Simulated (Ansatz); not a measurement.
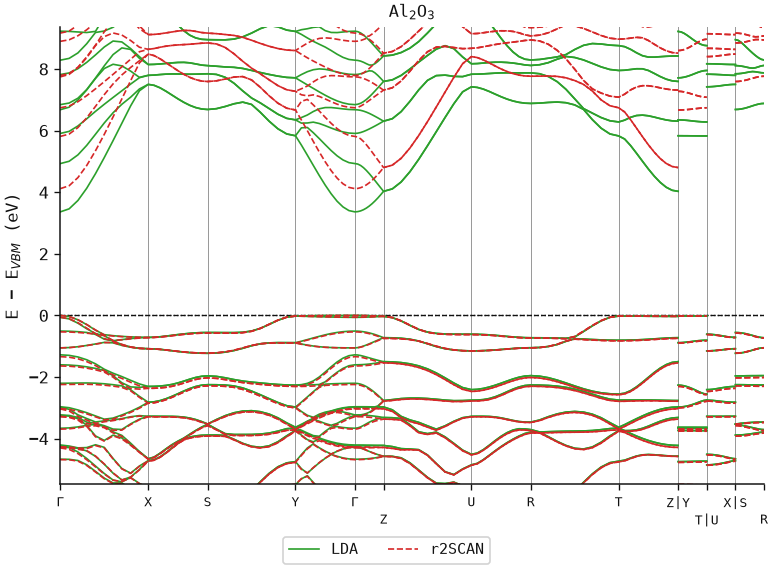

Band structures of Al$_{2}$O$_{3}$, space group Pnnm (No. 58), 10 atoms in the cell (a = 4.61 Å, b = 9.56 Å, c = 3.12 Å, α = 90.00°, β = 90.00°, γ = 90.00°), by two methods on the same cell. Each is counted from its own valence-band top.

Q: How do the methods compare?

A: LDA gives a gap of 3.36 eV along the path and r2SCAN gives a gap of 4.12 eV along the path. Over the top 3 filled bands the two differ by 0.01 eV on average.

Settings. LDA: Ansatz PAW, no spin polarisation, no spin-orbit coupling, 6×3×9 k mesh, 420 eV cutoff, Fermi-Dirac smearing of 0.05 eV (Ansatz). r2SCAN: Ansatz PAW, no spin polarisation, no spin-orbit coupling, 6×3×9 k mesh, 500 eV cutoff, Fermi-Dirac smearing of 0.05 eV (Ansatz).

In reduced coordinates of the cell that was run, X is (0, 0, 0.5), S is (0.5, 0, 0.5), Y is (0.5, 0, 0), Z is (0, 0.5, 0), U is (0, 0.5, 0.5), R is (0.5, 0.5, 0.5) and T is (0.5, 0.5, 0). The cell is at −7 GPa in LDA and −4 GPa in r2SCAN. The PAW data sets were made with another functional. LDA, GGA and most meta-GGA functionals understate gaps. The usual form of Al2O3 is corundum.
